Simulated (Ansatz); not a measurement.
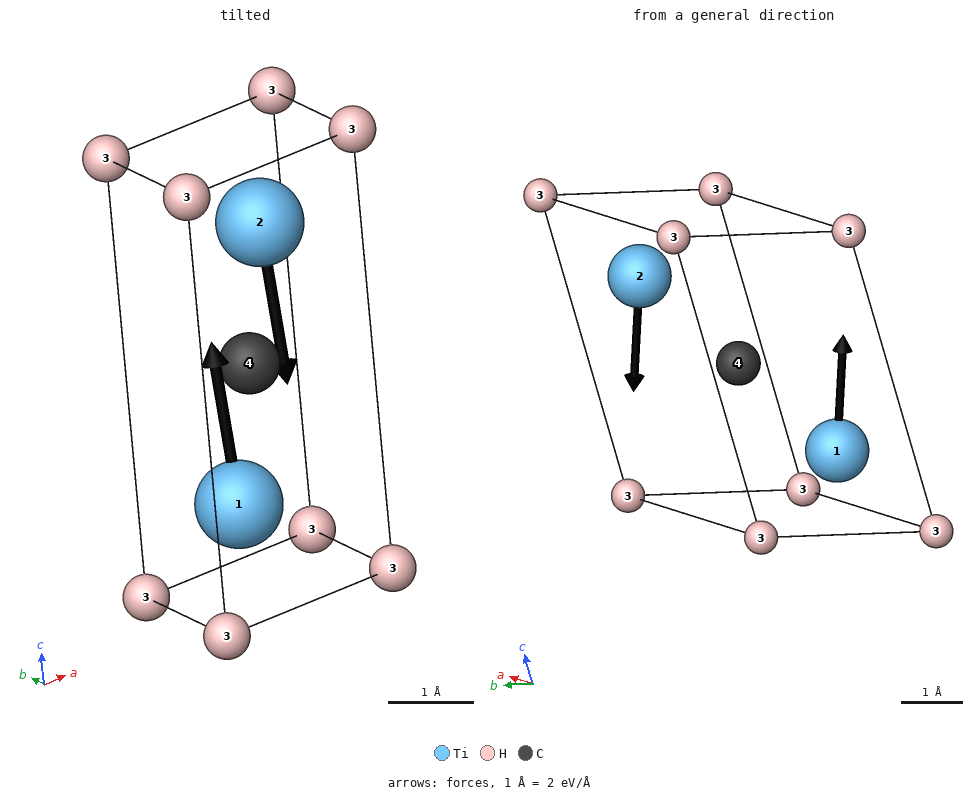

Structure drawing (spheres-only), viewed slightly off an axis and from a general direction. The wireframe shows the cell (the run's own, in a reduced setting). The arrows are the computed forces on the atoms.

System: Ti2HC. All computed values are from Ansatz 0.2.0, DFT PBEsol, scalar-relativistic, plane waves, PAW. Settings: a kinetic-energy cutoff of 420 eV, k-points about 0.16 Å⁻¹ apart, Gaussian smearing of 0.1 eV, no spin polarisation.

**Could this be the end point of a relaxation?**

No. The atoms still feel forces of up to about 3 eV/Å, far above a usual threshold of 0.01 to 0.03 eV/Å.

**Which atom carries the strongest force?**

Ti1 and Ti2, about 3 eV/Å.

The structure was taken from a structure listed in the Materials Project. The cell was then strained or its atoms displaced on purpose. A calculation with Ansatz used it as input.
